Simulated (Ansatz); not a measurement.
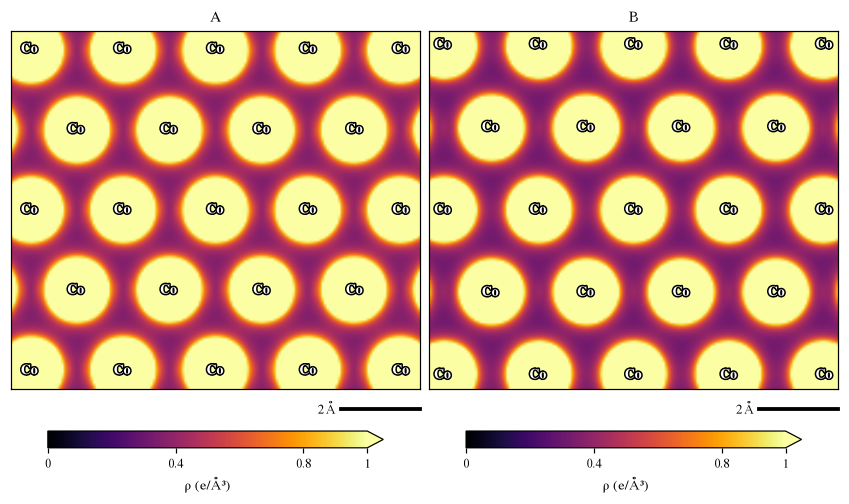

Co. The valence pseudo-density of two cells that differ in size, on the (101) plane of each (indices in the axes of the calculation cell), at one length scale and on one colour scale; one has 9.2 and the other 10.0 Å³ an atom.

The calculation used Ansatz 0.2.0, DFT, LDA (PW92), plane waves (420 eV) with PAW, scalar-relativistic.

> Which panel shows the smaller cell, and what does the compression change?

Panel A is the smaller cell, by 8 % in volume. From the larger cell to the smaller, Co–Co goes from 2.42 to 2.35 Å, and the density at its midpoint from 0.39 to 0.44 e/Å³; the pressure goes from 2.2 to 26 GPa; the largest moment (Co) goes from 1.6 to 1.3 μB.
